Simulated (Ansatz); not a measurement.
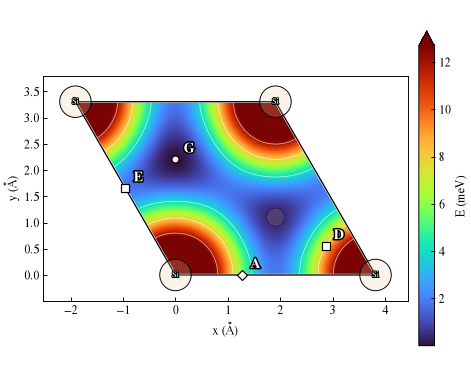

N₂ on a Si(001) slab cut from the P6_3/mmc phase, its upper half relaxed before the scan (32 atoms of substrate and one adsorbate in a 2 × 2 cell). 
- N2 is moved over the surface cell at a fixed height above a rigid substrate; the origin of the map has the adsorbate above Si29; the height is held at 3.70 Å.
- Places are given modulo a cell vector. The map is drawn in real space over the plane of the surface.
- Grid: 6 × 6 points; 10 points were computed and 26 follow by symmetry.
- Places are given in fractions of the 1 × 1 surface cell.
- All energies are given in meV relative to the lowest grid point.
- At a fixed height the lowest place need not be the adsorption site.
- The calculation used DFT PBE+D3(BJ), scalar-relativistic, plane waves, PAW in Ansatz. Settings: cutoff 420 eV, k-mesh 6×6×1, gaussian smearing 0.05 eV, no spin polarisation.

In the figure: a smooth colour map with a few white contour lines, labelled circles for the atoms of the top layer and small ones for the second layer, the outline of one cell of the plane, one colour for all values above the top of the scale, lettered points. Between grid points the surface is interpolated.

Is A the lowest point of the computed grid?

No. A lies 5.8 meV above the lowest grid point, which is at a threefold hollow, (2/6, 4/6) of the cell vectors.

What kind of point is each of A, D, E, G: minimum, saddle, maximum or slope?

A: on a slope; D: on a slope; E: saddle point; G: minimum. (In these two coordinates alone; a stationary point may lie a little off the grid point.)

Rank the lettered points by energy, lowest first.

G (0.0 meV), E (1.8 meV), A (5.8 meV), D (8.0 meV).

PAW datasets: the set soft_1.
